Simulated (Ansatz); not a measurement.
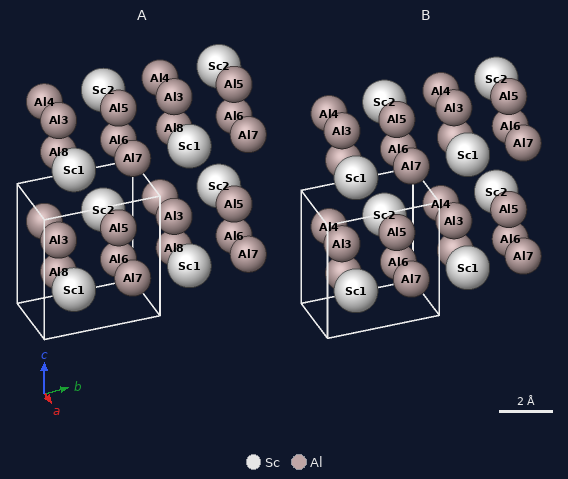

Two geometries of crystalline ScAl$_{3}$ (a generated structure, set up in P6_3/mmc) (coarse preliminary run), drawn at one scale. One is the start of a relaxation, the other its converged end. Style: spheres-only. Shown: the cell of the calculation, repeated 1 × 2 × 2 with one cell outlined, slightly off an axis.

The calculation used Ansatz, DFT PBE, scalar-relativistic, plane waves, PAW. (plane-wave cutoff 420 eV; k-point mesh 6 × 6 × 4; occupations gaussian; smearing width 0.1 eV; no spin polarisation; cell and atoms relaxed; force threshold 0.04 eV/Å; at most 70 steps)

Question: Which geometry has the lower energy?

Answer: Structure A is the relaxed one. The largest moves relative to the cell, 0.095 Å, are those of Al3, Al4, Al5, Al6, Al7 and Al8. Al8 goes along [−1 −2 0]. Sc stays in place. The drawn cell changes as follows: a = b 5.636 → 5.825 Å (+3.4 %), c 4.473 → 4.737 Å (+5.9 %); the volume changes by +13.2 %. Some distances before and after: Al3–Al4 2.763 → 3.021 Å, Sc1–Al3 2.747 → 2.941 Å, Sc1–Al6 2.818 → 2.913 Å, Al3–Al7 2.784 → 2.869 Å. The space group stays P6_3/mmc (No. 194). After 3 accepted moves (4 points after the start) the energy has fallen by 113 meV per atom. Largest force component: 1 eV/Å at the start, 0.0061 eV/Å at the end. The pressure goes from 13.79 to 0.10 GPa. At 1 point the geometry stayed and the basis and grid were re-selected for the new cell (energy shift of 1.4 meV per atom at most each time). The run took 27 s on 1 thread of Intel(R) Xeon(R) Platinum 8259CL CPU @ 2.50GHz (Skylake/Cascade Lake), on a shared host, peak memory 0.47 GiB.
